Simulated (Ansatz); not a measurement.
**LiF (Fm-3m): refractive index against wavelength**

The refractive index of LiF (Fm-3m) below the direct gap (9.09 eV on the mesh) is read from one computed spectrum, n = √(Re ε).

Cell: a, b, c = 2.848, 2.848, 2.848 Å (primitive vectors), 2 atoms.

Method: Ansatz 0.2.0, PBE, independent particles, k-mesh 12×12×12 with interpolation inside its cells, Gaussian parameter 0.15 eV.

Launch of the response step: `ansatz run input.yaml --threads 4 --pin off --max-ram 8192MiB --backend cpu --events-out ev --progress --plain --runs-dir out`. The run took 1 s, on 4 threads of Intel(R) Xeon(R) 6975P-C (Granite Rapids), on a shared host.

| wavelength (nm) | photon energy E (eV) | n |
| --- | --- | --- |
| 532 | 2.331 | 1.4533 |
| 450 | 2.755 | 1.4570 |
| 405 | 3.061 | 1.4601 |
| 365 | 3.397 | 1.4640 |
| 308 | 4.025 | 1.4728 |
| 266 | 4.661 | 1.4839 |
| 248 | 4.999 | ? |

In the single-oscillator model n² − 1 = E₀E_d/(E₀² − E²), so 1/(n² − 1) = E₀/E_d − E²/(E₀E_d) is linear in E².

Working, on the rows shown:

| x = E² (eV²) | y = 1/(n² − 1) |
| --- | --- |
| 5.43137 | 0.899215 |
| 7.59115 | 0.890592 |
| 9.37179 | 0.883477 |
| 11.5384 | 0.874664 |
| 16.2043 | 0.85533 |
| 21.7255 | 0.831975 |

Means: x̄ = 11.977, ȳ = 0.87254. Σ(x − x̄)(y − ȳ) = -0.7514, Σ(x − x̄)² = 182. Slope = -0.7514 / 182 = -0.004129; intercept = ȳ − slope · x̄ = 0.922. Turned back into n, the line misses the rows shown by at most 0.00015.

**Question.** What does the fit predict for the withheld row, and how well does it do?

**Answer.** At x = 24.994 the line gives y = 0.81879, that is 1.4904. The run gave 1.4909, so the extrapolation is off by 0.00049, 1.3 % of the range in the table.

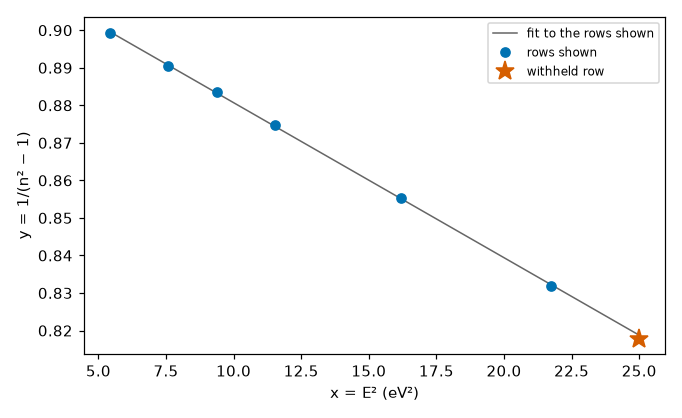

Refitted with all rows, the slope is -0.004163 and the intercept 0.92232. These give E₀ = √(intercept/−slope) = 14.88 eV and E_d = E₀/intercept = 16.1 eV; E₀ is 1.6 times the direct gap. The electronic limit at long wavelengths, without lattice vibrations, is n = √(1 + 1/intercept) = 1.444. Excitons are left out and so are local fields; PBE gaps are as a rule too small.
